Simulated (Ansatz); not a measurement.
**LiTaO2: density, localisation and related maps**

Input

```
crystal:
  lattice:
    - [3.3852379623, 0.0, 0.0]
    - [-1.6926189811, 2.9317020732, 0.0]
    - [0.0, 0.0, 5.1620595931]
  atoms:
    - { symbol: Li, position: [0.0, 0.0, 0.0] }
    - { symbol: Ta, position: [0.0, 0.0, 0.5], spin: 0.9 }
    - { symbol: O, position: [0.3333333333, 0.6666666667, 0.0] }
    - { symbol: O, position: [0.6666666667, 0.3333333333, 0.0] }
basis:
  ecutwfc: 420
kpoints:
  mp_grid: { grid: [18, 18, 10] }
  band_path:
    path:
      - [[0.0, 0.0, 0.0], [0.5, 0.0, 0.0], [0.33333333, 0.33333333, 0.0], [0.0, 0.0, 0.0], [0.0, 0.0, 0.5], [0.5, 0.0, 0.5], [0.33333333, 0.33333333, 0.5], [0.0, 0.0, 0.5]]
      - [[0.5, 0.0, 0.5], [0.5, 0.0, 0.0]]
      - [[0.33333333, 0.33333333, 0.5], [0.33333333, 0.33333333, 0.0]]
    npoints: 14
hamiltonian:
  xc: pbe
scf:
  occupations: { method: gaussian, width: 0.1 }
  n_extra_bands: 10
output:
  forces: true
  stress: true
  eigenvalues: true
  populations: true
  dos: { projected: true, de: 0.02, nscf_kmesh: { grid: [22, 22, 12] } }
  bader: true
  write_density: true
  write_potential: true
  elf: true
  volumetric_format: npy
magnetization:
  spin_polarized: true
checkpoint:
  read: start.run
  write: ck
  compress: false
  write_wavefunctions: false
  write_every: 100000
```

Launched as:

```sh
ansatz run input.yaml --threads 1 --pin off --max-ram 2048MiB --backend cpu --events-out ev --progress --plain --runs-dir out
```

Below, planes, directions and counts refer to the conventional cell (a = 3.39 Å, b = 3.39 Å, c = 5.16 Å, α = 90.00°, β = 90.00°, γ = 120.00°).

Space group P6/mmm; a structure generated by program, which may or may not match a known phase; spin-polarised.

The calculation used Ansatz, DFT PBE, scalar-relativistic, plane waves, PAW.

Core electrons are frozen (PAW), and the valence fields are smoothed inside the atomic spheres.

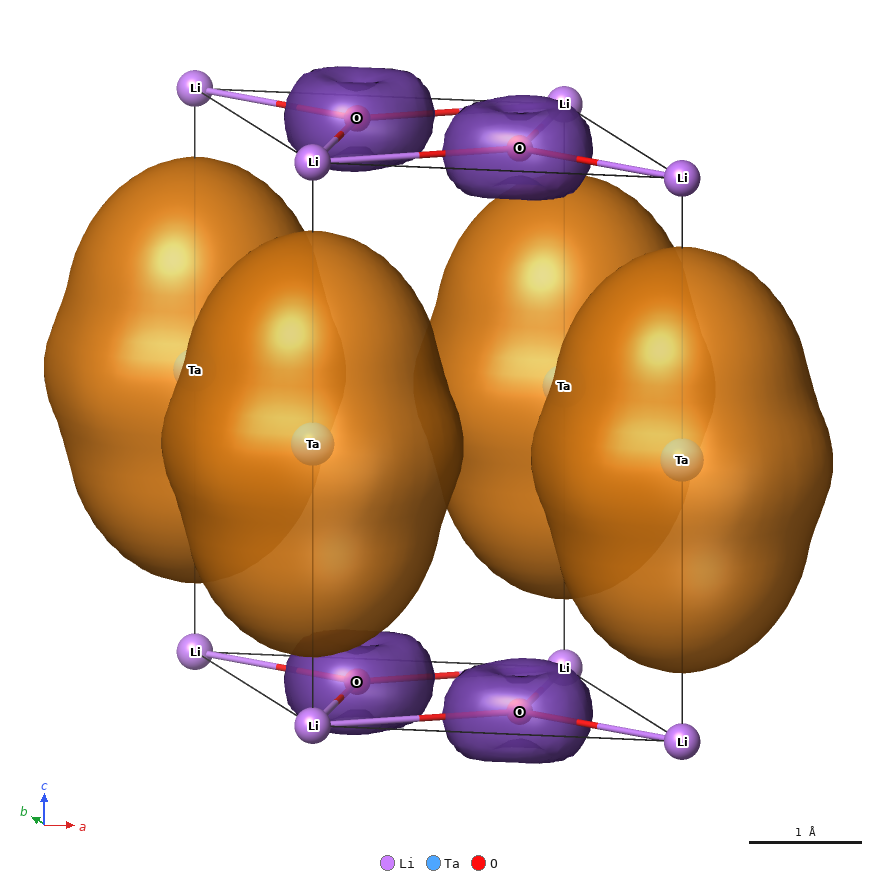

Figure 1. Isosurfaces of the magnetisation density (up minus down) at +0.03 (orange) and −0.03 e/Å³ (purple), seen slightly off an axis. Sticks mark near contacts.

Q: Where is the spin, and how is it ordered?

A: The spin density sits on Ta: +0.8 μB in one cell of 4 atoms, with smaller moments on O (up to −0.08 μB): parallel main moments, as they must be, since the calculation's own cell holds one magnetic site. The cell of the calculation (4 atoms) carries 1.3 μB of net spin moment.

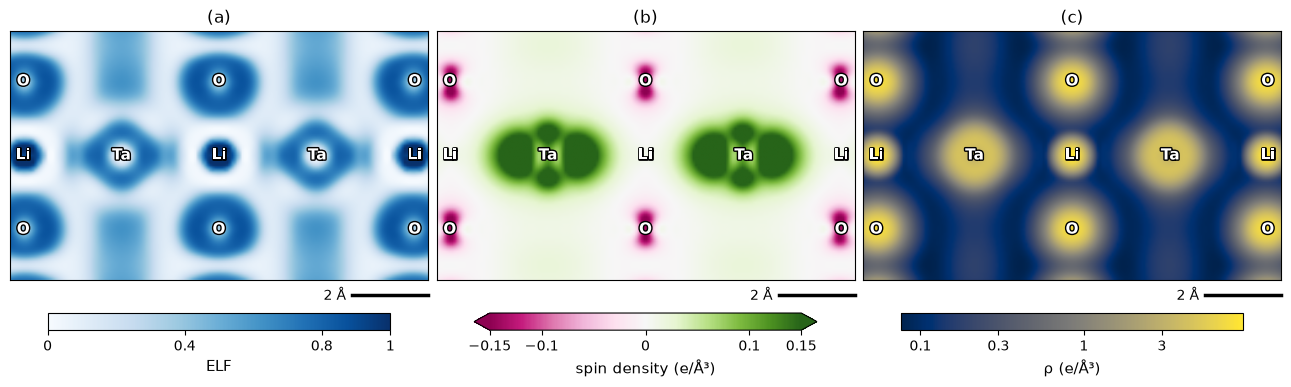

Figure 2. (a) electron localisation function; (b) spin density (up minus down); (c) valence charge density (pseudo) on the (110) plane of the conventional cell.

Q: What do the fields say about this system?

A: The plane passes through Li, Ta and O nuclei. Li–O (1.95 Å): the density is about 0.34 e/Å³ at the midpoint; the ELF peaks at about 0.80 in the valence shell of O, 0.6 Å from its nucleus, and is about 0.40 at the midpoint. Li–Ta (2.58 Å): ρ at the midpoint is about 0.24 e/Å³; the ELF is about 0.55 at the midpoint. Between the atoms the lowest density in this plane is 0.08 e/Å³. The features right at Li and Ta lie inside the PAW spheres, where the map follows smoothed inner orbitals and isn't to be read closely.

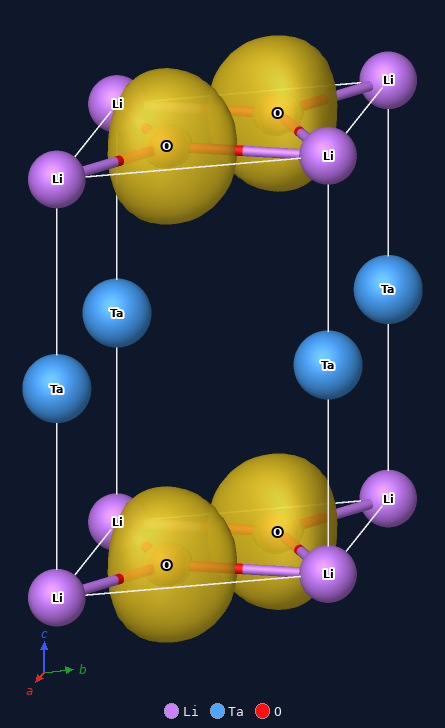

Figure 3. Isosurface of the ELF at 0.65 (yellow), seen slightly off an axis. Only the valence region is drawn (cores and ρ < 0.01 e/Å³ removed). Sticks mark near contacts.

Q: Describe the localisation domains.

A: The surface consists of two regions wrapped around O (the valence shell of each), counted in one cell of 4 atoms. Regions shared between cells count once.

Q: Does the calculation make it a metal, or give it a gap?

A: It is metallic or semimetallic at this level of theory: no gap opens; semilocal functionals without U, or without the true magnetic order, often close the gap of such compounds.

Q: How much charge does the calculation move between the atoms?

A: Electrons move from Li and Ta towards O. Bader charges: Li +0.84, Ta +0.52 and O −0.68 e.
